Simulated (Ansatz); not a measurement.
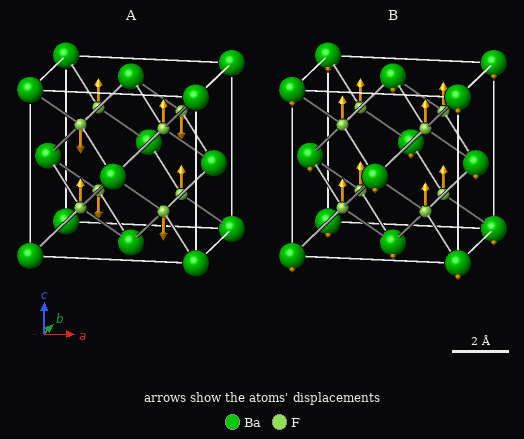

Modes of solid BaF2, space group Fm-3m (No. 225), at the zone centre (one member of each degenerate set). The orange arrows give the relative displacements of the atoms. A ball-and-stick model of the conventional cell (4 times the calculation's cell), seen slightly off an axis. Lengths and directions refer to the drawn axes.

All numbers below come from DFT PBEsol, scalar-relativistic, plane waves, PAW in Ansatz.

Frequencies are those without the non-analytic (LO–TO) term.

> Give the symmetry species and the selection rules of each.

A is T₂g, Raman-active by symmetry (241 cm⁻¹). B is T₁u, infrared-active by symmetry (180 cm⁻¹). The crystal has a centre of inversion, so no mode is both.
